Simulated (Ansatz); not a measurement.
System: a (100) slab cut from GaSb (F-43m), of composition Ga4Sb3 (not the bulk's), ended by Ga planes, 7 atoms in the cell.

```cif
data_structure
_symmetry_space_group_name_H-M 'P 1'
_symmetry_Int_Tables_number 1
_cell_length_a 4.3213
_cell_length_b 4.3213
_cell_length_c 24.1668
_cell_angle_alpha 90.000
_cell_angle_beta 90.000
_cell_angle_gamma 90.000
_cell_volume 451.28
loop_
_atom_site_label
_atom_site_type_symbol
_atom_site_fract_x
_atom_site_fract_y
_atom_site_fract_z
_atom_site_occupancy
Ga1 Ga 0.50000 0.50000 0.31034 1
Sb1 Sb 0.50000 0.00000 0.37356 1
Ga2 Ga 0.00000 0.00000 0.43678 1
Sb2 Sb 0.00000 0.50000 0.50000 1
Ga3 Ga 0.50000 0.50000 0.56322 1
Sb3 Sb 0.50000 0.00000 0.62644 1
Ga4 Ga 0.00000 0.00000 0.68966 1
```

Computed with Ansatz: DFT r2SCAN, scalar-relativistic, plane waves, PAW, no spin polarisation, 8×8×1 k mesh, Gaussian smearing of 0.1 eV.

What does the potential across the slab give for the work function?

The work function is 4.65 eV, the same on both faces. The two vacuum levels agree, so the slab has no net dipole along its normal. The outermost atoms are 9.2 Å apart, which leaves 15.0 Å of vacuum in a cell 24.2 Å high.

The atoms aren't at rest in this cell (largest force 0.8 eV/Å), so the relaxed material can differ.

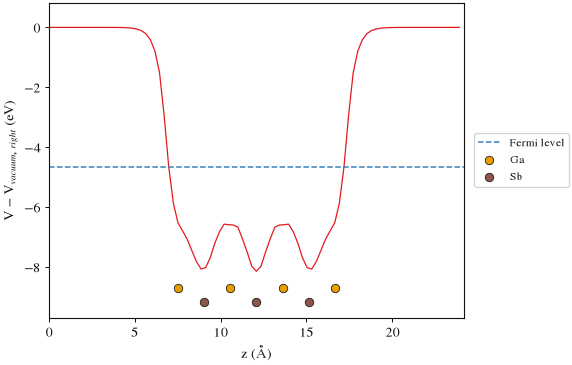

Plane-averaged electrostatic potential energy of an electron across the slab; circles at the bottom mark the heights of the atoms.
